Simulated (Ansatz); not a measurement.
Mg₉O₈: geometry relaxation (part 2 of 2)

Mg₉O₈ (defect cell, 17 atoms in the cell); DFT LDA, scalar-relativistic, plane waves, PAW, PAW set soft_1, no spin polarisation (Ansatz 0.2.0); cutoff 420 eV, 2×2×2 k-mesh, Fermi–Dirac smearing of 0.02 eV. The structure derives from an entry of the Crystallography Open Database. It belongs to a series of runs on one base structure; here: start relaxed.

Geometry of the input (Å; fractional positions):
```
0.0000  4.0110  4.0110
4.0110  0.0000  4.0110
4.0110  4.0110  0.0000
Mg 0.0000  0.0000  0.0000
O  0.2500  0.2500  0.2500
Mg 0.0000  -0.0000  0.5000
O  0.2500  0.2500  0.7500
Mg 0.0000  0.5000  -0.0000
O  0.2500  0.7500  0.2500
Mg 0.0000  0.5000  0.5000
O  0.2500  0.7500  0.7500
Mg 0.5000  0.0000  -0.0000
O  0.7500  0.2500  0.2500
Mg 0.5000  0.0000  0.5000
O  0.7500  0.2500  0.7500
Mg 0.5000  0.5000  -0.0000
O  0.7500  0.7500  0.2500
Mg 0.5000  0.5000  0.5000
O  0.7500  0.7500  0.7500
Mg 0.1331  0.6220  0.6253
```

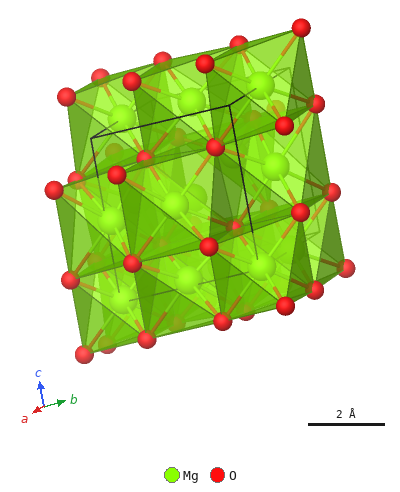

Fig. 1: The geometry at step 17 of the log (polyhedral view of the cell of the calculation, seen slightly off an axis; polyhedra are completed across the faces of the cell).

Output, continued:
```
relax step  10: F+E_penalty+E_count = -21562.03408781 eV  Δ(F+E_penalty+E_count) = -6.069e-3 eV  max|allowed force component| = 3.175e-1 eV/Å  Δτ_max = 0.0511 Å  (6 SCF iters, dr2 threshold 1.00e-4 eV, accepted)
preconditioner: auto → Kerker (q_TF=auto, 2.759 Å⁻¹)  [metal: Δε(μ)=0.020 eV  Ē_g=16.802 eV  σ=0.020 eV  W_gap=0.24  n_scr=58 (ndim 8)  ℏωp=26.6 eV  f_vac=0.000  D(μ)=7.76/eV (n_scr^D=64)]
relax step  11: F+E_penalty+E_count = -21562.06055236 eV  Δ(F+E_penalty+E_count) = -2.646e-2 eV  max|allowed force component| = 3.068e-1 eV/Å  Δτ_max = 0.0867 Å  (8 SCF iters, dr2 threshold 6.79e-5 eV, accepted)
preconditioner: auto → Resta (q_TF=auto, 2.759 Å⁻¹)  ε∞=3.5  [insulator: Δε(μ)=0.882 eV  Ē_g=16.781 eV  σ=0.020 eV  W_gap=1.00  n_scr=58 (ndim 8)  ℏωp=26.6 eV  f_vac=0.000  D(μ)=0.00/eV (n_scr^D=0)  ε∞_Penn≈3.5]
  greatest PAW one-centre occupation: 1.003 electrons in one spin orbital (limit 2), on the Mg atom at site 14 (counted from 0), in its partial waves of l = 1
relax step  12: F+E_penalty+E_count = -21561.89379745 eV  Δ(F+E_penalty+E_count) = +1.668e-1 eV  max|allowed force component| = 2.098e0 eV/Å  Δτ_max = 0.1964 Å  (8 SCF iters, dr2 threshold 6.34e-5 eV, rejected (line search))
preconditioner: auto → Kerker (q_TF=auto, 2.759 Å⁻¹)  [metal: Δε(μ)=0.028 eV  Ē_g=16.849 eV  σ=0.020 eV  W_gap=0.32  n_scr=58 (ndim 8)  ℏωp=26.6 eV  f_vac=0.000  D(μ)=11.47/eV (n_scr^D=136)]
preconditioner: auto → Resta (q_TF=auto, 2.759 Å⁻¹)  ε∞=3.5  [insulator: Δε(μ)=0.113 eV  Ē_g=16.792 eV  σ=0.020 eV  W_gap=0.64  n_scr=58 (ndim 8)  ℏωp=26.6 eV  f_vac=0.000  D(μ)=8.41/eV (n_scr^D=88)  ε∞_Penn≈3.5]
relax step  13: F+E_penalty+E_count = -21562.16156452 eV  Δ(F+E_penalty+E_count) = -1.010e-1 eV  max|allowed force component| = 2.437e-1 eV/Å  Δτ_max = 0.0982 Å  (9 SCF iters, accepted)
preconditioner: auto → Resta (q_TF=auto, 2.759 Å⁻¹)  ε∞=3.5  [insulator: Δε(μ)=0.433 eV  Ē_g=16.830 eV  σ=0.020 eV  W_gap=1.00  n_scr=58 (ndim 8)  ℏωp=26.6 eV  f_vac=0.000  D(μ)=0.00/eV (n_scr^D=0)  ε∞_Penn≈3.5]
relax step  14: F+E_penalty+E_count = -21562.12311005 eV  Δ(F+E_penalty+E_count) = +3.845e-2 eV  max|allowed force component| = 6.168e-1 eV/Å  Δτ_max = 0.0975 Å  (7 SCF iters, dr2 threshold 3.74e-5 eV, rejected (line search))
preconditioner: auto → Resta (q_TF=auto, 2.759 Å⁻¹)  ε∞=3.5  [insulator: Δε(μ)=0.149 eV  Ē_g=16.815 eV  σ=0.020 eV  W_gap=0.63  n_scr=58 (ndim 8)  ℏωp=26.6 eV  f_vac=0.000  D(μ)=8.34/eV (n_scr^D=88)  ε∞_Penn≈3.5]
relax step  15: F+E_penalty+E_count = -21562.17088323 eV  Δ(F+E_penalty+E_count) = -9.319e-3 eV  max|allowed force component| = 8.790e-2 eV/Å  Δτ_max = 0.0488 Å  (8 SCF iters, accepted)
preconditioner: auto → Resta (q_TF=auto, 2.759 Å⁻¹)  ε∞=3.5  [insulator: Δε(μ)=0.255 eV  Ē_g=16.818 eV  σ=0.020 eV  W_gap=0.63  n_scr=58 (ndim 8)  ℏωp=26.6 eV  f_vac=0.000  D(μ)=8.31/eV (n_scr^D=88)  ε∞_Penn≈3.5]
relax step  16: F+E_penalty+E_count = -21562.17136955 eV  Δ(F+E_penalty+E_count) = -4.863e-4 eV  max|allowed force component| = 2.174e-1 eV/Å  Δτ_max = 0.0181 Å  (7 SCF iters, accepted)
preconditioner: auto → Resta (q_TF=auto, 2.759 Å⁻¹)  ε∞=3.5  [insulator: Δε(μ)=0.320 eV  Ē_g=16.827 eV  σ=0.020 eV  W_gap=0.66  n_scr=58 (ndim 8)  ℏωp=26.6 eV  f_vac=0.000  D(μ)=8.33/eV (n_scr^D=88)  ε∞_Penn≈3.5]
relax step  17: F+E_penalty+E_count = -21562.17513359 eV  Δ(F+E_penalty+E_count) = -3.764e-3 eV  max|allowed force component| = 3.449e-2 eV/Å  Δτ_max = 0.0182 Å  (7 SCF iters, accepted)
Free energy (F): -21562.175134 eV
Harris-Foulkes:  -21562.175134 eV  (|F-HF|=3.27e-9)
[...]
Internal energy: -21562.165576 eV  (E = F + TS)
E sigma→0 (E₀):  -21562.170355 eV
Entropy (-TS):   -0.009557 eV (-0.562 meV/atom)
Fermi energy:    18.110641 eV
--- Per-component energies (eV) ---
  E_band       = -2239.389598
  E_kinetic    = 2089.425206
  E_local      = -14018.977602  (includes V_loc(G=0)·N_el)
  E_nonlocal   = 2201.673395
  E_hartree    = 4649.027460
  E_xc         = -846.237278
  E_vxc        = -1092.587718  (∫ρ·V_xc dr)
  E_paw        = -3719.725321  (= ΣΔE_a)
  E_vpaw       = -716.983713  (= ΣTr[D̂ρ^β])
  E_aug_tail   = 0.005742  (compensation charges beyond the density's cutoff)
  E_ewald      = -11919.486865
  E_core_change = 2.129686  (= ΣΔE_core)
  E_smearing   = -0.009557  (= −TS)
  E_closure    = -0.000000  (closes the sum)
  Σ components = -21562.175134   (vs F -21562.175134, Δ=0.00e0)
--- Forces (eV/Å), atoms counted from 1 ---
  atom   1  Mg     0.00669286    -0.01149388    -0.00443286
  atom   2  O     -0.01019957     0.00733155     0.00891475
  atom   3  Mg     0.00101416    -0.01212032     0.00453230
  atom   4  O      0.00323297     0.00594264     0.00561975
  atom   5  Mg     0.00953817     0.00475671    -0.00699788
  atom   6  O     -0.01778754     0.01542770     0.00025896
  atom   7  Mg    -0.00415129    -0.01923917    -0.00557521
  atom   8  O     -0.00438161     0.01654947    -0.00759801
  atom   9  Mg     0.00313822     0.00896671    -0.00374293
  atom  10  O      0.00655432    -0.01425404     0.01438753
  atom  11  Mg    -0.00918742    -0.00881177     0.00128166
  atom  12  O      0.02531672     0.00115227    -0.00599598
  atom  13  Mg     0.00312380     0.00184702     0.00991184
  atom  14  O     -0.01673567     0.00829079    -0.01112012
  atom  15  Mg    -0.00406807    -0.03449011     0.03120562
  atom  16  O      0.00835797     0.01151065    -0.01956942
  atom  17  Mg    -0.00049837     0.01864166    -0.01111419
  max |Σ_I F_I| component: 4.03e-5 eV/Å
--- Relaxed structure (17 steps of the walk, 15 accepted, 0 SCFs on fresh bases) ---
  F+E_penalty+E_count = -21562.17513359 eV   max|allowed force component| = 3.449e-2 eV/Å
  atoms:
    - { symbol: Mg, position: [-0.026652193431605704, 0.008175591237615975, 0.009653691713569367] }
    - { symbol: O, position: [0.25396288984050785, 0.24893596693739087, 0.24862114331273644] }
    - { symbol: Mg, position: [-0.013329442379467966, 0.03499858354321324, 0.48938429367844516] }
    - { symbol: O, position: [0.21046640355503105, 0.2316977872949399, 0.7788163026009973] }
    - { symbol: Mg, position: [-0.014549224752468892, 0.48965770274594855, 0.035364506828587716] }
    - { symbol: O, position: [0.21226950195018007, 0.778611940577632, 0.2316245854267603] }
    - { symbol: Mg, position: [-0.013939838789620546, 0.4893603514801661, 0.4896269705864208] }
    - { symbol: O, position: [0.21171661549611387, 0.7790186416696878, 0.7778060486462207] }
    - { symbol: Mg, position: [0.4885121637773109, 0.0028289240804179883, 0.0014043937178417065] }
    - { symbol: O, position: [0.7504281868358357, 0.24036277953196505, 0.24090901762388905] }
    - { symbol: Mg, position: [0.48842431764190863, 0.0025478960818521024, 0.5076694165021731] }
    - { symbol: O, position: [0.7512162053796997, 0.2400078214450484, 0.7686708339886772] }
    - { symbol: Mg, position: [0.48871627351557245, 0.5071603291110622, 0.0019614271320040344] }
    - { symbol: O, position: [0.7493896994835554, 0.7684809710262361, 0.2412725161793241] }
    - { symbol: Mg, position: [0.6258747176038559, 0.4568904589091347, 0.45938771841651604] }
    - { symbol: O, position: [0.7679552017330138, 0.7443869872936681, 0.7437349853630416] }
    - { symbol: Mg, position: [0.20262892254057935, 0.5988517670340214, 0.5994116482827962] }
```

Trajectory as extended XYZ (Å, eV, eV/Å), 6 of the 17 frames kept, from step=1 to step=17:
```
17
Lattice="0.0000 4.0110 4.0110 4.0110 0.0000 4.0110 4.0110 4.0110 0.0000" Properties=species:S:1:pos:R:3:forces:R:3 step=1 energy=-21555.39836
Mg    0.0000    0.0000    0.0000    0.5056  -0.5571  -0.5286
O     2.0055    2.0055    2.0055    0.1152  -0.1132  -0.1144
Mg    2.0055    2.0055    0.0000    6.5223  -6.5921   6.4130
O     4.0110    4.0110    2.0055   -1.0016   0.9366  -1.0749
Mg    2.0055    0.0000    2.0055    6.7461   6.5821  -6.7758
O     4.0110    2.0055    4.0110   -0.7846  -0.8783   0.7598
Mg    4.0110    2.0055    2.0055   -6.2980  -6.4418  -6.4016
O     6.0165    4.0110    4.0110    1.2242   1.1019   1.1423
Mg    0.0000    2.0055    2.0055    0.6426   0.5544   0.5840
O     2.0055    4.0110    4.0110    0.1161   0.1140   0.1149
Mg    2.0055    4.0110    2.0055   -0.5448  -0.6313   0.5214
O     4.0110    6.0165    4.0110   -0.1154  -0.1144   0.1153
Mg    2.0055    2.0055    4.0110   -0.5802   0.5271  -0.6382
O     4.0110    4.0110    6.0165   -0.1153   0.1143  -0.1156
Mg    4.0110    4.0110    4.0110   -7.2399   7.1480   7.2036
O     6.0165    6.0165    6.0165    0.4035  -0.4429  -0.4212
Mg    5.0029    3.0420    3.0286    0.4058  -1.3068  -0.7841
17
Lattice="0.0000 4.0110 4.0110 4.0110 0.0000 4.0110 4.0110 4.0110 0.0000" Properties=species:S:1:pos:R:3:forces:R:3 step=4 energy=-21561.90313
Mg    0.0073   -0.0070   -0.0072   -0.0005  -0.0183  -0.0077
O     1.9679    2.0454    2.0440   -0.4419   0.4570   0.4479
Mg    2.1688    1.8404    0.1608   -0.1238   0.1690  -0.0640
O     3.9774    4.0394    1.9654   -0.1099   0.0766  -0.1596
Mg    2.1729    0.1636    1.8373   -0.1428  -0.0553   0.1618
O     3.9830    1.9691    4.0370   -0.0900  -0.1604   0.0773
Mg    3.8521    1.8433    1.8442    0.0697   0.1550   0.1289
O     6.0590    4.0433    4.0465    0.1598   0.0896   0.1102
Mg    0.0067    2.0115    2.0119    0.0197  -0.0149  -0.0027
O     1.9614    3.9715    3.9702   -0.5182  -0.4879  -0.4984
Mg    1.9988    4.0043    2.0121    0.0054  -0.0274  -0.0142
O     4.0499    6.0602    3.9730    0.4711   0.4997  -0.4644
Mg    1.9989    2.0116    4.0043   -0.0009  -0.0201  -0.0229
O     4.0515    3.9726    6.0604    0.4913  -0.4742   0.5107
Mg    3.8354    4.1842    4.1856    0.1425  -0.0954  -0.1230
O     6.0362    5.9933    5.9953    0.0828  -0.1162  -0.0956
Mg    5.0078    3.0273    3.0197   -0.0141   0.0230   0.0157
17
Lattice="0.0000 4.0110 4.0110 4.0110 0.0000 4.0110 4.0110 4.0110 0.0000" Properties=species:S:1:pos:R:3:forces:R:3 step=7 energy=-21562.00927
Mg    0.0145   -0.0137   -0.0140    0.0255  -0.0300  -0.0287
O     1.9329    2.0820    2.0791    0.0266  -0.0127  -0.0277
Mg    2.1692    1.8490    0.1724   -0.0116  -0.0049  -0.0618
O     3.9738    4.0191    1.9358   -0.0629   0.0246  -0.0569
Mg    2.1740    0.1818    1.8395    0.0215  -0.0494  -0.0302
O     3.9930    1.9429    4.0193   -0.0237  -0.0171   0.0324
Mg    3.8438    1.8516    1.8469    0.0627   0.0107   0.0180
O     6.0895    4.0295    4.0490    0.0740   0.0241   0.0711
Mg    0.0015    2.0025    2.0053   -0.0052  -0.0307  -0.0067
O     1.9300    3.9386    3.9373    0.0430   0.0173   0.0176
Mg    2.0012    4.0058    2.0090   -0.0016  -0.0064  -0.0042
O     4.0825    6.0934    3.9401   -0.0326  -0.0309   0.0292
Mg    2.0034    2.0040    4.0082   -0.0025  -0.0272  -0.0019
O     4.0846    3.9393    6.0924   -0.0192   0.0153  -0.0395
Mg    3.8213    4.2072    4.2029   -0.0751   0.0324   0.0590
O     6.0202    5.9932    6.0056   -0.0008   0.0145   0.0167
Mg    4.9995    3.0477    3.0318   -0.0182   0.0703   0.0138
17
Lattice="0.0000 4.0110 4.0110 4.0110 0.0000 4.0110 4.0110 4.0110 0.0000" Properties=species:S:1:pos:R:3:forces:R:3 step=11 energy=-21562.06055
Mg    0.0451   -0.0392   -0.0702   -0.0568   0.0837   0.0573
O     1.9604    2.0506    2.0465    0.0653   0.0051   0.1155
Mg    2.1303    1.8834    0.1276   -0.0829   0.0710  -0.0322
O     4.0082    4.0008    1.8007    0.1875  -0.2299  -0.0353
Mg    2.1381    0.1356    1.8643   -0.0419  -0.0488   0.1177
O     4.0372    1.8567    4.0238   -0.0313  -0.0687  -0.1320
Mg    3.8818    1.8843    1.8636    0.0297   0.0121   0.1377
O     6.1820    3.9817    4.0359    0.0746  -0.0149  -0.1272
Mg    0.0100    1.9636    2.0047    0.0085   0.0628  -0.0619
O     1.9204    3.9485    3.9617    0.2969   0.0605  -0.0397
Mg    2.0425    3.9990    2.0038   -0.0827   0.0114  -0.0609
O     4.0677    6.1068    3.9615   -0.0858  -0.3068   0.0371
Mg    2.0218    1.9779    4.0067    0.0741  -0.0520  -0.0167
O     4.0829    3.9401    6.0738   -0.0759   0.1105  -0.0188
Mg    3.7429    4.2783    4.2761   -0.2221   0.2401   0.1899
O     5.9804    6.0500    6.0634   -0.0345   0.0421  -0.0404
Mg    4.8831    3.1560    3.1168   -0.0226   0.0214  -0.0911
17
Lattice="0.0000 4.0110 4.0110 4.0110 0.0000 4.0110 4.0110 4.0110 0.0000" Properties=species:S:1:pos:R:3:forces:R:3 step=14 energy=-21562.12311 accepted=F
Mg    0.0795   -0.0707   -0.0972    0.0320  -0.0272  -0.0784
O     2.0134    1.9964    2.0090    0.0053   0.0026  -0.0782
Mg    2.0787    1.9304    0.0729    0.1556  -0.1319   0.0385
O     4.0743    3.9440    1.7164   -0.0146   0.0336   0.6168
Mg    2.0975    0.0631    1.9203    0.1360   0.0450  -0.1445
O     4.0593    1.7697    3.9744    0.0282   0.5102  -0.0235
Mg    3.9469    1.9177    1.9245   -0.0527  -0.1500  -0.1781
O     6.2682    3.9528    3.9687   -0.5880   0.0120  -0.0070
Mg    0.0173    1.9402    1.9798    0.0330  -0.0087  -0.0078
O     1.9291    3.9840    3.9920   -0.0585  -0.0191  -0.0553
Mg    2.0696    3.9916    1.9718    0.0058  -0.0146  -0.0267
O     4.0315    6.1032    3.9982    0.0469   0.0250  -0.0725
Mg    2.0420    1.9605    4.0034    0.0044  -0.0355  -0.0547
O     4.0468    3.9770    6.0752    0.0651  -0.0666  -0.0304
Mg    3.6544    4.3748    4.3507   -0.2998   0.3258   0.3775
O     5.9613    6.0750    6.0726    0.1662  -0.2289  -0.1073
Mg    4.7650    3.2641    3.2278    0.3352  -0.2724  -0.1684
17
Lattice="0.0000 4.0110 4.0110 4.0110 0.0000 4.0110 4.0110 4.0110 0.0000" Properties=species:S:1:pos:R:3:forces:R:3 step=17 energy=-21562.17513
Mg    0.0715   -0.0682   -0.0741    0.0067  -0.0115  -0.0044
O     1.9957    2.0159    2.0171   -0.0102   0.0073   0.0089
Mg    2.1033    1.9095    0.0869    0.0010  -0.0121   0.0045
O     4.0532    3.9680    1.7735    0.0032   0.0059   0.0056
Mg    2.1059    0.0835    1.9057    0.0095   0.0048  -0.0070
O     4.0521    1.7805    3.9744   -0.0178   0.0154   0.0003
Mg    3.9267    1.9080    1.9069   -0.0042  -0.0192  -0.0056
O     6.2444    3.9690    3.9738   -0.0044   0.0165  -0.0076
Mg    0.0170    1.9651    1.9708    0.0031   0.0090  -0.0037
O     1.9304    3.9763    3.9741    0.0066  -0.0143   0.0144
Mg    2.0465    3.9953    1.9693   -0.0092  -0.0088   0.0013
O     4.0458    6.0963    3.9758    0.0253   0.0012  -0.0060
Mg    2.0421    1.9681    3.9945    0.0031   0.0018   0.0099
O     4.0501    3.9735    6.0882   -0.0167   0.0083  -0.0111
Mg    3.6752    4.3530    4.3430   -0.0041  -0.0345   0.0312
O     5.9689    6.0634    6.0660    0.0084   0.0115  -0.0196
Mg    4.8062    3.2170    3.2147   -0.0005   0.0186  -0.0111
```

Summary:

```tsv
quantity	value
outcome	converged
electrons treated	138
free energy	−21562.1751 eV
Fermi energy	18.111 eV
final volume	129.06 Å³
largest force (length of the vector) at the end	0.047 eV/Å
hardware	1 thread of Arm Neoverse V2, 24 GiB of memory available, shared host
wall time	56 s
peak memory	0.37 GiB
```

The program warns: the PAW datasets were made with another functional. The input asks for low accuracy. The k-point mesh is coarse for a cell of this size, so the results may not be converged.
